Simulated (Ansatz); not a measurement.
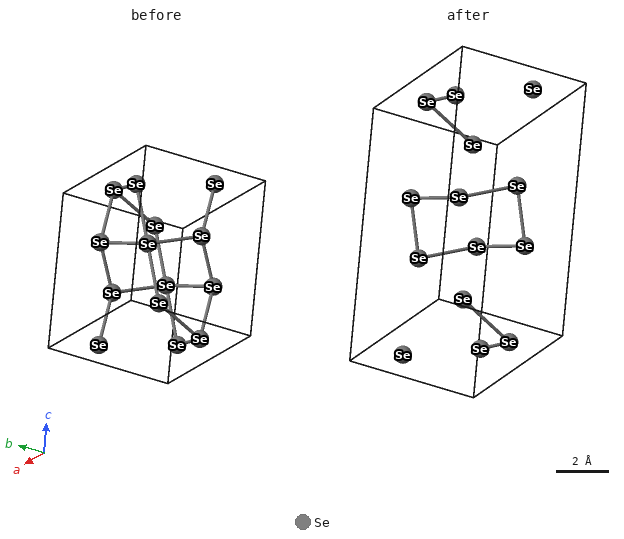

The structure of crystalline Se (a generated structure, set up in C2/c) (coarse preliminary run) before (left) and after (right) a relaxation, at one scale.

The picture is a ball-and-stick view of the conventional cell (2 times the calculation's cell), seen from a free direction. Lengths and directions refer to the drawn axes.

These are results of DFT PBE, scalar-relativistic, plane waves, PAW (Ansatz 0.2.0), not measurements. (plane-wave cutoff 420 eV; k-point mesh 4 × 4 × 4; occupations gaussian; smearing width 0.1 eV; no spin polarisation; cell and atoms relaxed; force threshold 0.04 eV/Å; at most 70 steps)

What changed between the two?

The largest moves relative to the cell, 0.32 Å, are those of Se atoms. Cell: a 5.482 → 5.917 Å (+7.9 %), b 5.693 → 5.895 Å (+3.6 %), c 6.297 → 10.278 Å (+63.2 %), β 99.1° → 103.1°. Volume +79.9 %. Among the contacts that change: Se–Se 2.424 → 4.116 Å, Se–Se 2.869 → 4.416 Å, Se–Se 3.281 → 4.250 Å, Se–Se 2.946 → 3.461 Å. Bonds break: Se–Se (2.42 → 4.12 Å). Among the angles between lasting bonds that change: Se–Se–Se 102.9° → 89.6°, Se–Se–Se 73.4° → 79.3°, Se–Se–Se 106.6° → 100.7°. The space group stays C2/c (No. 15). After 25 accepted moves (30 points after the start) the energy has fallen by 1641 meV per atom. The largest force component goes from 3.5 to 0.0054 eV/Å. Pressure: 66.63 GPa at the start and 0.03 GPa at the end. The line search rejected the trial steps at points 14, 15 of the run. At 3 points the geometry stayed and the basis and grid were re-selected for the new cell (energy shift of 55.5 meV per atom at most each time).
